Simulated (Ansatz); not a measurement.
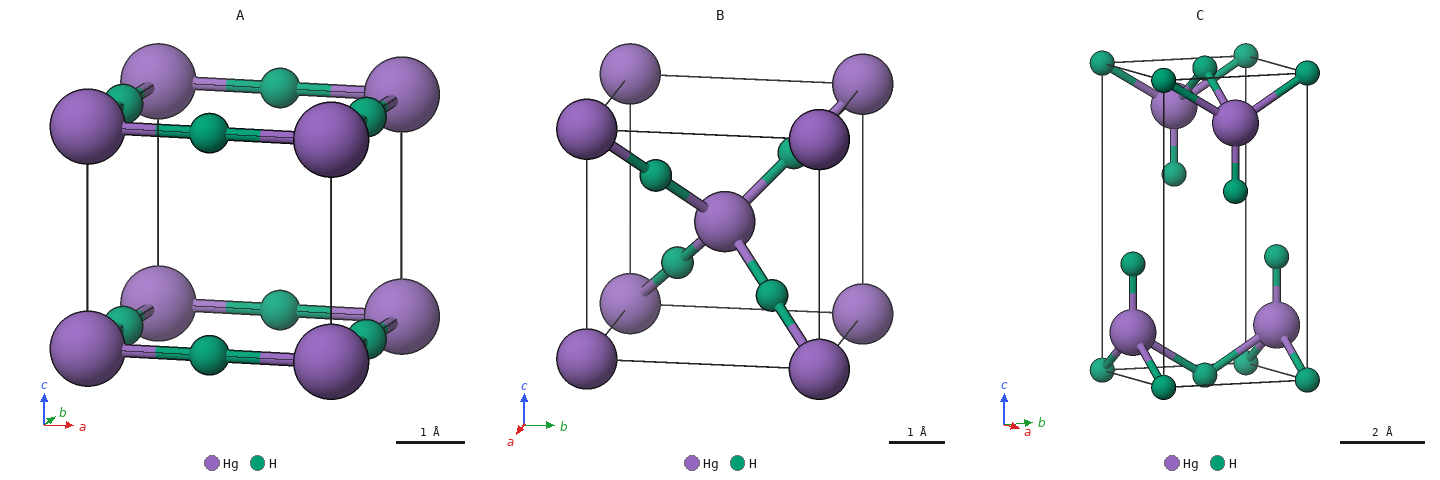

Three structures of HgH2, each relaxed to rest (conventional cells in solid outline, small ones repeated, each panel with its own scale). Method: DFT PBE, scalar-relativistic, plane waves, PAW (Ansatz 0.2.0), without spin polarisation.

What are the structures shown?

A: 3 atoms a cell on a primitive tetragonal lattice, P4/mmm; B: cuprite (Cu₂O) type, Pn-3m; C: 6 atoms a cell on a primitive tetragonal lattice, P4/nmm.

Rank them by energy, lowest first.

A, then B (+27 meV/atom) and C (+117 meV/atom), energies at zero smearing.

Collect the results in a table.

| panel | structure | E − E(lowest) (meV/atom) | volume (Å³/atom) | gap (eV) |
| --- | --- | --- | --- | --- |
| A | P4/mmm | 0 | 15.5 | metal |
| B | Pn-3m | 27 | 13.6 | metal |
| C | P4/nmm | 117 | 17.4 | metal |

Some of these may be structure types tried for this composition rather than known phases, and the most stable form need not be among them. Gaps are taken on the k-mesh or band path of each run.
